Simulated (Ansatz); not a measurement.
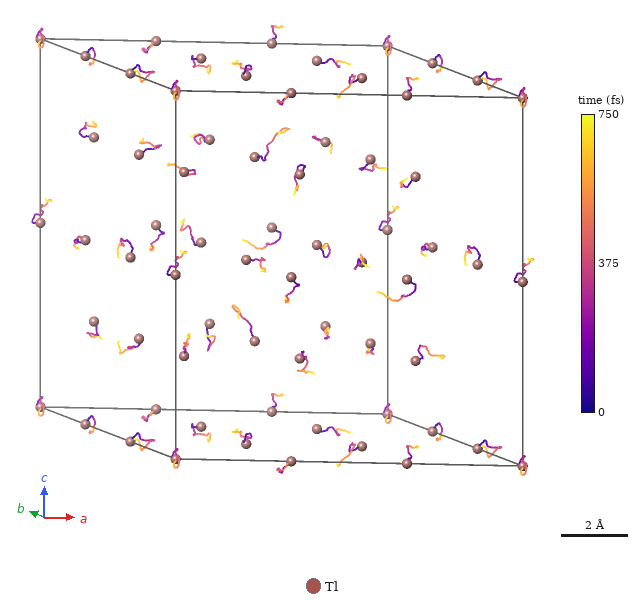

A Born-Oppenheimer molecular dynamics run of a 36-atom cell of Tl, 750 fs long. The cell was cut from the hcp crystal. Lines trace each atom's path, coloured by time; spheres stand at the starting positions. Seen slightly off an axis in the simulation cell.

Theory: DFT PBE, scalar-relativistic, plane waves, PAW (Ansatz 0.2.0). Run with plane-wave cutoff 420 eV; k-point mesh 1 × 1 × 1; Fermi-Dirac smearing 0.1 eV; low-accuracy preset; volume 1.1 times that of the relaxed crystal; Langevin thermostat (NVT); set temperature 900 K; time step 3 fs; friction 0.02 per fs.

Q: What do the traces tell about the motion?

A: Root-mean-square distances from the starting positions over the second half, with the common drift of all atoms taken out: Tl 0.65 Å. The potential energy sinks well below that of the force-free first frame, so the starting arrangement isn't stable at these settings: the atoms shift into a lower-energy one. With so coarse a k-point mesh for this cell that can be an artefact of the sampling. Over the second half the temperature averages 919 K (spread ±103 K). The potential energy is still drifting at the end, so the run hasn't reached equilibrium. The potential energy in the second half lies on average 64.7 meV per atom below the first frame.

Limits of the set-up: the k-point mesh is coarse for a cell with partly filled bands; the program's low-accuracy preset was used.
